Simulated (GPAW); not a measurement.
# How LiF (Griceite) absorbs and reflects light

Aim: the dielectric function of LiF (Griceite), and the optical constants that follow from it.

Main program and level: GPAW 26.7.0; DFT, PBE, plane-wave PAW (GPAW data sets), scalar-relativistic, RPA, optical limit.

### Step 1. Set-up

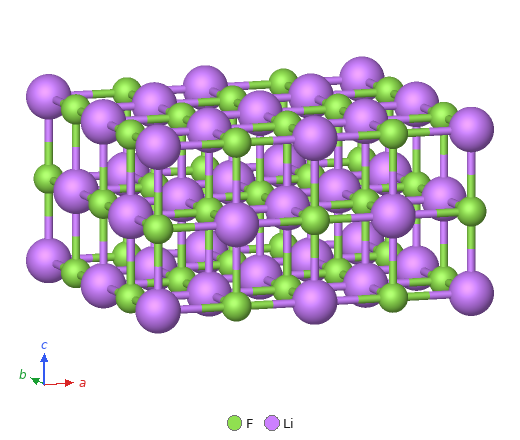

The starting structure, seen slightly off an axis (fluorine green, lithium purple). 2×2×1 cells are drawn. This picture shows the conventional cell, with its axes. Some periodic images of atoms are drawn too.

As a file:

```cif
data_structure
_symmetry_space_group_name_H-M 'P 1'
_symmetry_Int_Tables_number 1
_cell_length_a 2.8482
_cell_length_b 2.8482
_cell_length_c 2.8482
_cell_angle_alpha 60.000
_cell_angle_beta 60.000
_cell_angle_gamma 60.000
_cell_volume 16.34
loop_
_atom_site_label
_atom_site_type_symbol
_atom_site_fract_x
_atom_site_fract_y
_atom_site_fract_z
_atom_site_occupancy
F1 F 0.50000 0.50000 0.50000 1
Li2 Li 0.00000 0.00000 0.00000 1
```

### Step 2. Ground state

First the ground state: is it a metal or has it a gap?

This step: DFT, PBE, plane-wave PAW (GPAW data sets), scalar-relativistic, ground state (GPAW 26.7.0).

Contents of gs.py:

```python
from ase import Atoms
from ase.dft.bandgap import bandgap
from gpaw import GPAW, PW, FermiDirac

atoms = Atoms(['F', 'Li'],
              cell=[[0.000000000000, 2.014000000000, 2.014000000000],
                    [2.014000000000, 0.000000000000, 2.014000000000],
                    [2.014000000000, 2.014000000000, 0.000000000000]],
              scaled_positions=[[0.500000000000, 0.500000000000, 0.500000000000],
                                [0.000000000000, 0.000000000000, 0.000000000000]],
              pbc=[True, True, True])
atoms.calc = GPAW(mode=PW(500), xc='PBE', kpts={'size': (10, 10, 10), 'gamma': True},
                  occupations=FermiDirac(0.05), maxiter=150, txt='gs.txt')
print('energy (eV)', atoms.get_potential_energy())
print('Fermi level (eV)', atoms.calc.get_fermi_level())
print('valence electrons', atoms.calc.get_number_of_electrons())
print('gap (eV)', bandgap(atoms.calc, output=None)[0])
print('direct gap (eV)', bandgap(atoms.calc, direct=True, output=None)[0])
atoms.calc.write('gs.gpw')
```

Started as:

```console
$ OMP_NUM_THREADS=1 python gs.py
```

Numbers of over 12 decimals in the logs are rounded to 6 here.

Output:

```text
__  _  _
 | _ |_)|_||  |
 |__||  | ||/\| - 26.7.0

Versions:
  Python: 3.12.14
  ASE:    3.29.0
  Numpy:  2.5.5
  Scipy:  1.18.1
  Libxc:  7.0.0

Input parameters:
  mode=PW(ecut=500.0),
  kpts=MonkhorstPack(size=(10, 10, 10), gamma=True),
  maxiter=150,
  occupations=Occupations(name='fermi-dirac', width=0.05, fixmagmom=False),
  xc=XC(name='PBE')

Diagonalizing LCAO Hamiltonian
Converting LCAO to pw mode

              F

       Li

Atoms  # Å, Bohr magnetons
|   | symbol |        x |        y |        z |    initial magnetic moments |
| 0 |      F | 2.014000 | 2.014000 | 2.014000 | ( 0.0000,  0.0000,  0.0000) |
| 1 |     Li | 0.000000 | 0.000000 | 0.000000 | ( 0.0000,  0.0000,  0.0000) |

Unit cell  # Å
| periodic |        x |        y |        z |  lengths |    angles |
|      yes | 0.000000 | 2.014000 | 2.014000 | 2.848226 | 60.000000 |
|      yes | 2.014000 | 0.000000 | 2.014000 | 2.848226 | 60.000000 |
|      yes | 2.014000 | 2.014000 | 0.000000 | 2.848226 | 60.000000 |

Number of symmetries: 48
Symmetry operations  # r_c * U_cc + t_c -> r_c
|    | kind |            matrix            |
|  0 |  σ   |  1, 0, 0,  1, 0,-1,  1,-1, 0 |
|  1 |  C2  |  1, 0, 0,  1,-1, 0,  1, 0,-1 |
|  2 |  E   |  1, 0, 0,  0, 1, 0,  0, 0, 1 |
|  3 |  σ   |  1, 0, 0,  0, 0, 1,  0, 1, 0 |
|  4 |  C4  |  1, 0,-1,  1, 0, 0,  1,-1, 0 |
|  5 |  S6  |  1, 0,-1,  1,-1, 0,  1, 0, 0 |
|  6 |  σ   |  1, 0,-1,  0, 1,-1,  0, 0,-1 |
|  7 |  C3  |  1, 0,-1,  0, 0,-1,  0, 1,-1 |
|  8 |  S6  |  1,-1, 0,  1, 0, 0,  1, 0,-1 |
|  9 |  C4  |  1,-1, 0,  1, 0,-1,  1, 0, 0 |
| 10 |  C3  |  1,-1, 0,  0,-1, 1,  0,-1, 0 |
| 11 |  σ   |  1,-1, 0,  0,-1, 0,  0,-1, 1 |
| 12 |  σ   |  0, 1, 0,  1, 0, 0,  0, 0, 1 |
| 13 |  C4  |  0, 1, 0,  0, 1,-1, -1, 1, 0 |
| 14 |  C3  |  0, 1, 0,  0, 0, 1,  1, 0, 0 |
| 15 |  S6  |  0, 1, 0, -1, 1, 0,  0, 1,-1 |
| 16 |  C2  |  0, 1,-1,  1, 0,-1,  0, 0,-1 |
| 17 |  σ   |  0, 1,-1,  0, 1, 0, -1, 1, 0 |
| 18 |  S4  |  0, 1,-1,  0, 0,-1,  1, 0,-1 |
| 19 |  C4  |  0, 1,-1, -1, 1, 0,  0, 1, 0 |
| 20 |  C3  |  0, 0, 1,  1, 0, 0,  0, 1, 0 |
| 21 |  σ   |  0, 0, 1,  0, 1, 0,  1, 0, 0 |
| 22 |  S6  |  0, 0, 1,  0,-1, 1, -1, 0, 1 |
| 23 |  C4  |  0, 0, 1, -1, 0, 1,  0,-1, 1 |
| 24 |  S4  |  0, 0,-1,  1, 0,-1,  0, 1,-1 |
| 25 |  C3  |  0, 0,-1,  0, 1,-1,  1, 0,-1 |
| 26 |  C2  |  0, 0,-1,  0,-1, 0, -1, 0, 0 |
| 27 |  S6  |  0, 0,-1, -1, 0, 0,  0,-1, 0 |
| 28 |  S4  |  0,-1, 1,  1,-1, 0,  0,-1, 0 |
| 29 |  C4  |  0,-1, 1,  0, 0, 1, -1, 0, 1 |
| 30 |  C2  |  0,-1, 1,  0,-1, 0,  1,-1, 0 |
| 31 |  σ   |  0,-1, 1, -1, 0, 1,  0, 0, 1 |
| 32 |  C3  |  0,-1, 0,  1,-1, 0,  0,-1, 1 |
| 33 |  S6  |  0,-1, 0,  0, 0,-1, -1, 0, 0 |
| 34 |  S4  |  0,-1, 0,  0,-1, 1,  1,-1, 0 |
| 35 |  C2  |  0,-1, 0, -1, 0, 0,  0, 0,-1 |
| 36 |  C2  | -1, 1, 0,  0, 1, 0,  0, 1,-1 |
| 37 |  S6  | -1, 1, 0,  0, 1,-1,  0, 1, 0 |
| 38 |  S4  | -1, 1, 0, -1, 0, 1, -1, 0, 0 |
| 39 |  C3  | -1, 1, 0, -1, 0, 0, -1, 0, 1 |
| 40 |  S6  | -1, 0, 1,  0, 0, 1,  0,-1, 1 |
| 41 |  C2  | -1, 0, 1,  0,-1, 1,  0, 0, 1 |
| 42 |  C3  | -1, 0, 1, -1, 1, 0, -1, 0, 0 |
| 43 |  S4  | -1, 0, 1, -1, 0, 0, -1, 1, 0 |
| 44 |  C2  | -1, 0, 0,  0, 0,-1,  0,-1, 0 |
| 45 |  i   | -1, 0, 0,  0,-1, 0,  0, 0,-1 |
| 46 |  σ   | -1, 0, 0, -1, 1, 0, -1, 0, 1 |
| 47 |  C2  | -1, 0, 0, -1, 0, 1, -1, 1, 0 |

BZ-sampling:
  Number of BZ points: 1000
  Number of IBZ points: 47

  Monkhorst-Pack size: [10, 10, 10]
  Monkhorst-Pack shift: [0.05, 0.05, 0.05]

K-points  # in reciprocal-cell coordinates
|     |                                coordinates |     weight |
|   0 | (  0.00000000,   0.00000000,   0.00000000) | 0.00100000 |
|   1 | (  0.10000000,   0.10000000,   0.00000000) | 0.00600000 |
|   2 | (  0.10000000,   0.10000000,   0.10000000) | 0.00800000 |
|   3 | (  0.20000000,   0.10000000,   0.10000000) | 0.01200000 |
|   4 | (  0.20000000,   0.20000000,   0.00000000) | 0.00600000 |
|   5 | (  0.20000000,   0.20000000,   0.10000000) | 0.02400000 |
|   6 | (  0.20000000,   0.20000000,   0.20000000) | 0.00800000 |
|   7 | (  0.30000000,   0.20000000,   0.10000000) | 0.02400000 |
|   8 | (  0.30000000,   0.20000000,   0.20000000) | 0.02400000 |
|   9 | (  0.30000000,   0.30000000,   0.00000000) | 0.00600000 |
| ... |                                            |            |
|  46 | (  0.50000000,   0.50000000,   0.50000000) | 0.00400000 |

Plane wave coefficients: 424
Cutoff: 500.0 eV

Spin-components: 1 (collinear spins)
Bands:           8
Projectors:      8
Spin-degeneracy: 2
Datatype:        complex128

Parallelization:
  kpt:    1
  domain: 1
  band:   1

Density:
  Valence electrons: 8.0
  Components: 1
  Grid points: [15 15 15]
  Charge: 0.0  # |e|

Potential:
  Grid points: [15 15 15]

species:
  F:
    name:    Fluorine
    id:
    Z:       9.0
    valence: 7
    core:    2
    charge:  0.0  # [|e|]
    compensation charges:
      type: gauss
      rc: 0.20  # [Å]
      lmax: 2
    cutoffs:
      filter: 1.14  # [Å]
      core: 0.74  # [Å]
    projectors
    | kind |    occ | energy [eV] | rcut [Å] |
    |   2s |  2.000 |     -29.898 |    0.635 |
    |   2p |  5.000 |     -11.110 |    0.635 |
    |    s |        |      -2.687 |    0.635 |
    |    p |        |      16.102 |    0.635 |
    |    d |        |       0.000 |    0.635 |

    Using partial waves for F as LCAO basis

  Li:
    name:    Lithium
    id:
    Z:       3.0
    valence: 1
    core:    2
    charge:  0.0  # [|e|]
    compensation charges:
      type: gauss
      rc: 0.33  # [Å]
      lmax: 2
    cutoffs:
      filter: 1.91  # [Å]
      core: 2.55  # [Å]
    projectors
    | kind |    occ | energy [eV] | rcut [Å] |
    |   2s |  1.000 |      -2.874 |    1.058 |
    |   2p |  0.000 |      -1.090 |    1.058 |
    |    s |        |      24.337 |    1.058 |

    Using partial waves for Li as LCAO basis

Reference energy: -2916.868605  # eV

eigensolver:
  PPCG
  Converge bands: occupied
  niter=2

density mixing:
  MSR1-Mixer
  Pratt-step length: 0.05
  Maximum mixing coefficient: 0.75
  Old densities: 10
  SVD Regularization: 0.005
  Good broyden scale: 1.0
  Trust region scale: 1.0
  Backstep threshold: 4.0
  History deletion threshold: 6.0
  Fourier metric: weight=20.0, sigma=0.015

occupation numbers:
  Fermi-Dirac:
    width: 0.0500  # eV

poisson solver:
  ecut: 4000.0  # eV

xc functional:
  name: PBE with 2 nearest neighbor stencil

convergence criteria:
- Maximum [total energy] change in last 3 cyles: 0.0005 eV / valence electron
- Maximum integral of absolute [dens]ity change: 0.0001 electrons / valence electron
- Maximum integral of absolute [eigenst]ate change: 4e-08 eV^2 / valence electron
maximum number of iterations: 150

SCF iterations
|iter     |      energy | eigst |  dens |
|iter:   1||   -9.598777 | -0.64 |       |
|iter:   2||   -9.548057 | -2.80 | -1.08 |
|iter:   3||   -9.409411 | -1.39 | -1.12 |
|iter:   4||   -9.417445 | -3.85 | -1.55 |
|iter:   5||   -9.421328 | -3.68 | -1.86 |
|iter:   6||   -9.421358c| -6.27 | -3.06 |
|iter:   7||   -9.421373c| -6.66 | -3.39 |
|iter:   8||   -9.421374c| -7.82c| -4.87c|

Converged in 8 steps
SCF loop duration: 2.614 s (0.327 s/step)
Energy contributions relative to reference atoms: (reference = -2916.868605)

Energy contributions:
  Kinetic:          11.250670
  Coulomb:         -10.997708
  Zero:              0.240798
  External:          0.000000
  Xc:               -9.915133
  Entropy:          -0.000000
  Spinorbit:         0.000000
  ----------------------------
  Free energy:      -9.421374
  Extrapolated:     -9.421374

dipole moment: (-2.308561, -2.308561, -2.308561)  # |e|*Ang

Fermi level: 2.919
Eigenvalues  # (at kpt = [0.000, 0.000, 0.000])
| band index |      eig [eV] | occ [0-2] |
|          0 |       -20.714 |     2.000 |
|          1 |        -0.676 |     2.000 |
|          2 |        -0.675 |     2.000 |
|          3 |        -0.675 |     2.000 |
|          4 |         8.388 |     0.000 |
|          5 |        23.529 |     0.000 |
|          6 |        23.529 |     0.000 |
|          7 |        23.530 |     0.000 |

Gap: 9.061 eV
Transition (v -> c):
  (s=0, k=3, n=3, [0.20, 0.10, 0.10]) -> (s=0, k=0, n=4, [0.00, 0.00, 0.00])
Direct/indirect transitions are different
Direct gap: 9.063 eV
Transition at: (s=0, k=0, n=3, [0.00, 0.00, 0.00])

--- standard output ---
energy (eV) -9.421374
Fermi level (eV) 2.918536
valence electrons 8.0
gap (eV) 9.060626
direct gap (eV) 9.063349
```

It took 4.4 s on 1 thread of Arm Neoverse V1, shared host; peak memory 0.12 GiB.

Numbers from this step:

* energy: -9.421 eV
* Fermi energy: 2.919 eV
* gap on the k-mesh: 9.061 eV
* direct gap on the mesh: 9.063 eV
* electrons: 8

There is a gap, 9.06 eV on this mesh (points off the mesh can give less), so no carriers' term is needed.

### Step 3. Bands for the response

The response needs many more empty bands than the density does.

This step: DFT, PBE, plane-wave PAW (GPAW data sets), scalar-relativistic, bands at fixed density (GPAW 26.7.0).

Contents of nscf.py:

```python
from ase.dft.bandgap import bandgap
from gpaw import GPAW, FermiDirac

calc = GPAW('gs.gpw').fixed_density(kpts={'size': (15, 15, 15), 'gamma': True}, nbands=22, convergence={'bands': 16},
                                    occupations=FermiDirac(0.001), txt='nscf.txt')
print('gap (eV)', bandgap(calc, output=None)[0])
print('direct gap (eV)', bandgap(calc, direct=True, output=None)[0])
print('top band over the Fermi level (eV)', min(calc.get_eigenvalues(kpt=k)[15] for k in range(len(calc.get_ibz_k_points()))) - calc.get_fermi_level())
calc.write('full.gpw', mode='all')
```

Started as:

```console
$ OMP_NUM_THREADS=1 python nscf.py
```

Output:

```text
Diagonalizing LCAO Hamiltonian
Converting LCAO to pw mode
convergence criteria:
- Maximum integral of absolute [eigenst]ate change: 4e-08 eV^2 / valence electron
maximum number of iterations: 150

SCF iterations
|iter     |      energy | eigst |  dens |
|iter:   1||             | +3.06 |       |
|iter:   2||             | +1.31 |       |
|iter:   3||             | -1.24 |       |
|iter:   4||             | -2.95 |       |
|iter:   5||             | -4.81 |       |
|iter:   6||             | -6.23 |       |
|iter:   7||             | -7.58c|       |
SCF steps: 7
  __  _  _
 | _ |_)|_||  |
 |__||  | ||/\| - 26.7.0

Versions:
  Python: 3.12.14
  ASE:    3.29.0
  Numpy:  2.5.5
  Scipy:  1.18.1
  Libxc:  7.0.0

Input parameters:
  mode=PW(ecut=500.0),
  convergence={'bands': 16},
  gpts=array([15, 15, 15]),
  kpts=MonkhorstPack(size=(15, 15, 15), gamma=True),
  maxiter=150,
  nbands=22,
  occupations=Occupations(name='fermi-dirac', width=0.001, fixmagmom=False),
  parallel={},
  xc=XC(name='PBE')

--- standard output ---
gap (eV) 9.061145
direct gap (eV) 9.063349
top band over the Fermi level (eV) 38.405033
```

Run time: 16 s. Hardware: 1 thread; peak memory 0.15 GiB.

### Step 4. Dielectric function, RPA

Local fields let the induced charge screen the field inside the cell, which as a rule lowers ε, most along directions where the density is uneven.

This step: DFT, PBE, plane-wave PAW (GPAW data sets), scalar-relativistic, RPA, optical limit (GPAW 26.7.0).

Contents of df.py:

```python
from gpaw.response.df import DielectricFunction

df = DielectricFunction('full.gpw', frequencies={'type': 'nonlinear', 'domega0': 0.03, 'omega2': 8},
                        ecut=60,
                        eta=0.2,
                        nbands=16,
                        txt='df.txt')
for direction in ['x']:
    df.get_dielectric_function(xc='RPA', direction=direction, filename=f'df_{direction}.csv')
```

Started as:

```console
$ OMP_NUM_THREADS=1 python df.py
```

Output:

```text
Using integrator: PointIntegrator
NonLinearFrequencyDescriptor(from 0.000 to 70.275 eV, 506 points)
Nonperiodic BCs:  [False False False]
Using integrator: PointIntegrator
NonLinearFrequencyDescriptor(from 0.000 to 70.275 eV, 506 points)
Nonperiodic BCs:  [False False False]

Calculating chi0 body with:
    Ground state adapter containing:
    Number of spins: 1
    Number of kpoints: 3375
    Number of irreducible kpoints: 120
    Number of completely occupied states: 4
    Number of partially occupied states: 4

    Linear response parametrization:
    q_c: [0.0, 0.0, 0.0]
    Number of frequency points: 506
    Planewave cutoff: 60.0
    Number of bands: 16
    Number of planewaves: 15
    Broadening (eta): 0.2

Integrating chi0 body.

Symmetries of q_c:
    Direct symmetries (Uq -> q): 48
    Indirect symmetries (TUq -> q): 0
In total 48 allowed symmetries.

120 groups of equivalent kpoints. 96.444444% reduction.

Integral kind: spectral function

Calculating chi0 optical extensions with:
    Ground state adapter containing:
    Number of spins: 1
    Number of kpoints: 3375
    Number of irreducible kpoints: 120
    Number of completely occupied states: 4
    Number of partially occupied states: 4

    Linear response parametrization:
    Number of frequency points: 506
    Planewave cutoff: 60.0
    Number of bands: 16
    Number of planewaves: 15
    Broadening (eta): 0.2
Integrating chi0 head and wings.

Symmetries of q_c:
    Direct symmetries (Uq -> q): 48
    Indirect symmetries (TUq -> q): 0
In total 48 allowed symmetries.

120 groups of equivalent kpoints. 96.444444% reduction.

Integral kind: spectral function wings
```

Elapsed: 3.8 s, on 1 thread; peak memory 0.17 GiB.

Read-outs, printed or worked out from the files:

- electronic dielectric constant ε∞, mean over x, y and z (by symmetry where fewer were run): 1.930

The Im ε, E ∥ x has structure finer than the step of the table below, so its rows give means over 1 eV, whole bins alone (the curve runs from 0 to 21.9 eV). Peaks (eV: height): 11.3: 2.24, 17.2: 1.75, 21.8: 2.89.

Values under the direct gap are tails of Lorentzian lines. Im ε, E ∥ x against photon energy; means over each step:

| photon energy (eV) | Im ε, E ∥ x |
| --- | --- |
| 1 | 0.00172 |
| 2 | 0.00358 |
| 3 | 0.00575 |
| 4 | 0.00849 |
| 5 | 0.0123 |
| 6 | 0.0181 |
| 7 | 0.0286 |
| 8 | 0.0542 |
| 9 | 0.250 |
| 10 | 0.863 |
| 11 | 1.88 |
| 12 | 1.90 |
| 13 | 1.37 |
| 14 | 0.921 |
| 15 | 0.581 |
| 16 | 0.654 |
| 17 | 1.38 |
| 18 | 1.02 |
| 19 | 1.18 |
| 20 | 1.97 |
| 21 | 2.02 |

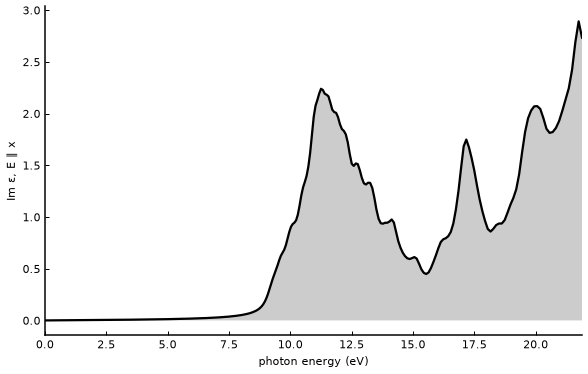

Im ε, E ∥ x, plotted against photon energy.

The Re ε, E ∥ x by photon energy:

| photon energy (eV) | Re ε, E ∥ x |
| --- | --- |
| 0 | 1.93 |
| 2 | 1.95 |
| 4 | 2.01 |
| 6 | 2.13 |
| 8 | 2.43 |
| 10 | 3.04 |
| 12 | 1.51 |
| 14 | 1.20 |
| 16 | 1.90 |
| 18 | 1.29 |
| 20 | 1.41 |

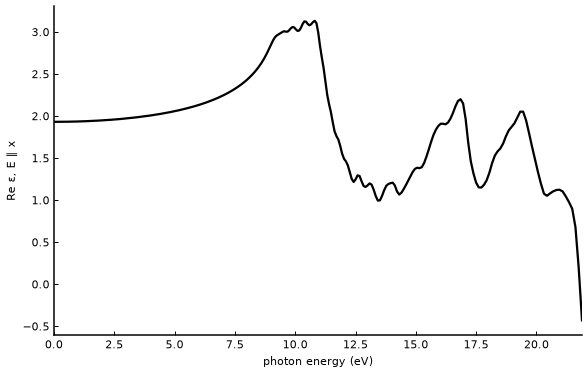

Re ε, E ∥ x against photon energy.

The Im ε, E ∥ x has structure finer than the step of the table below, so its rows give means over 2 eV, whole bins alone (the curve runs from 0 to 21.9 eV). Peaks (eV: height): without local fields 11.3: 2.29, 17.1: 2.19, 19.7: 3.16; with local fields 11.3: 2.24, 17.2: 1.75, 21.8: 2.89.

Values under the direct gap are tails of Lorentzian lines. Im ε, E ∥ x against photon energy; means over each step:

| photon energy (eV) | without local fields | with local fields |
| --- | --- | --- |
| 2 | 0.00385 | 0.00361 |
| 4 | 0.00915 | 0.00862 |
| 6 | 0.0196 | 0.0187 |
| 8 | 0.0680 | 0.0666 |
| 10 | 0.922 | 0.920 |
| 12 | 1.92 | 1.86 |
| 14 | 1.02 | 0.935 |
| 16 | 0.969 | 0.743 |
| 18 | 1.47 | 1.17 |
| 20 | 2.65 | 1.79 |

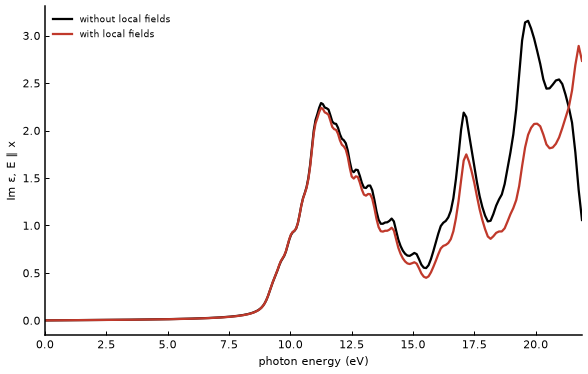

Im ε, E ∥ x against photon energy.

Refractive index n and extinction k against photon energy:

| photon energy (eV) | n | k |
| --- | --- | --- |
| 0 | 1.39 | 0 |
| 2 | 1.40 | 0.00128 |
| 4 | 1.42 | 0.00298 |
| 6 | 1.46 | 0.00615 |
| 8 | 1.56 | 0.0166 |
| 10 | 1.76 | 0.251 |
| 12 | 1.40 | 0.682 |
| 14 | 1.17 | 0.406 |
| 16 | 1.40 | 0.242 |
| 18 | 1.20 | 0.383 |
| 20 | 1.40 | 0.740 |

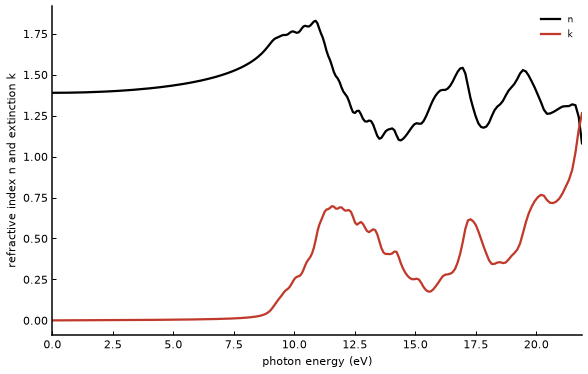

Refractive index n and extinction k against photon energy.

The loss function −Im 1/ε at q → 0, E ∥ x has structure finer than the step of the table below, so its rows give means over 1 eV, whole bins alone (the curve runs from 0 to 21.9 eV). Peaks (eV: height): 13.5: 0.501, 17.7: 0.435, 20.4: 0.408.

Values under the direct gap are tails of Lorentzian lines. Table of loss function −Im 1/ε at q → 0, E ∥ x by energy loss; means over each step:

| energy loss (eV) | loss function −Im 1/ε at q → 0, E ∥ x |
| --- | --- |
| 1 | 4.6e-4 |
| 2 | 9.4e-4 |
| 3 | 0.00148 |
| 4 | 0.00211 |
| 5 | 0.00290 |
| 6 | 0.00398 |
| 7 | 0.00564 |
| 8 | 0.00901 |
| 9 | 0.0294 |
| 10 | 0.0851 |
| 11 | 0.168 |
| 12 | 0.322 |
| 13 | 0.426 |
| 14 | 0.433 |
| 15 | 0.274 |
| 16 | 0.168 |
| 17 | 0.257 |
| 18 | 0.358 |
| 19 | 0.239 |
| 20 | 0.331 |
| 21 | 0.387 |

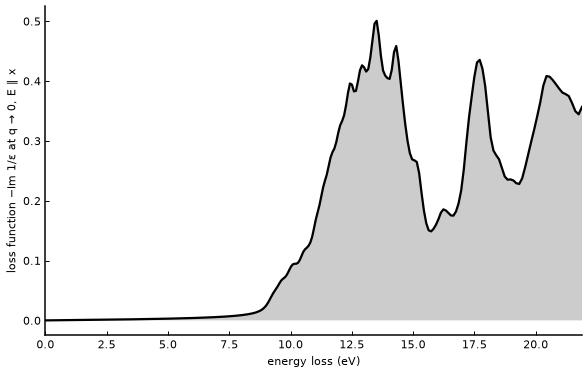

Loss function −Im 1/ε at q → 0, E ∥ x, plotted against energy loss.

From ε follow the optical constants at some laser and lamp lines:

| wavelength (nm) | n | k | R (%) | 1/α |
| --- | --- | --- | --- | --- |
| 1064 | 1.39 | 0.001 | 2.7 | 117 µm |
| 800 | 1.39 | 0.001 | 2.7 | 66 µm |
| 633 | 1.40 | 0.001 | 2.7 | 40 µm |
| 450 | 1.40 | 0.002 | 2.8 | 19 µm |
| 405 | 1.40 | 0.002 | 2.8 | 15 µm |
| 308 | 1.42 | 0.003 | 3.0 | 8.1 µm |
| 193 | 1.47 | 0.007 | 3.7 | 2.1 µm |

Below the direct gap, k and the depth come from the tails of the Lorentzian lines, not from transitions.

### Step 5. Summary of results

| Item | Value |
| --- | --- |
| electronic dielectric constant ε∞, mean over x, y and z (by symmetry where fewer were run) (RPA) | 1.93 |

What this shows: At this level (PBE, RPA) LiF has ε∞ = 1.93 and n = 1.39 at 1550 nm. On the mesh the gap is 9.06 eV and the least direct gap 9.06 eV. Local fields change the static value along x from 2.00 to 1.93 (-4 %). Distinct maxima of Im ε, read by a parabola through the highest points, lie at 11.27 eV (2.2), 17.17 eV (1.7), 20.01 eV (2.1) and 21.76 eV (2.9). Excitons and phonon-assisted transitions are missing; PBE gaps are as a rule too small, which pulls the onset down and ε∞ up. The sum runs over mesh points, so small or evenly spaced maxima can still be ripples of the mesh. In this version of GPAW the matrix elements of the optical limit are incomplete, which can lower ε − 1 by up to a tenth where first-row anions or d states rule, and shift it by more in d metals.

[Machine, clock and banner lines and Python warnings are left out of the logs.]

[Logs are printed without paths, hosts, clocks, repeated set-up lines and the standing remarks that a program may print on its own settings, such as how far it seeks lower states.]

[Hosts, paths, dates, database ids (printed as entryN), source tags and the programs' standing remarks are cut or masked in the printed files.]
